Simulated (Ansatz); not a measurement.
Take the following structure.

```
Ag Cl
1.0
     3.72629    0.00000    0.00000
     0.00000   11.11222    0.00000
     0.00000    0.00000    3.94200
Ag Cl
4 4
Direct
  0.00000 0.60422 0.75000
  0.50000 0.89578 0.25000
  0.50000 0.10422 0.75000
  0.00000 0.39578 0.25000
  0.50000 0.63408 0.25000
  0.00000 0.86592 0.75000
  0.00000 0.13408 0.25000
  0.50000 0.36592 0.75000
```

Question: What would you see if this were drawn?

Answer: The material is AgCl. The space group is Cmcm (No. 63); the lattice is base-centred orthorhombic. Atoms per cell: 8 (4 Ag, 4 Cl). Taking every contact within bonding distance, one finds Ag 5 and Cl 5. Not all metal-metal contacts are counted.

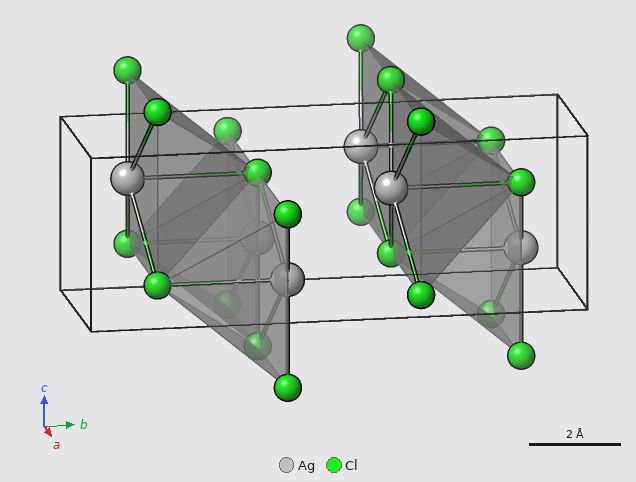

Polyhedral model, viewed slightly off an axis. Atoms at the boundary of the conventional unit cell (the box) are drawn once for each face, edge or corner they touch. Some atoms of the next cells are drawn as well.

The model was built from a structure listed in the Materials Project. Earlier steps of the study may have refined or changed the cell and positions. It was the input of a calculation with Ansatz.
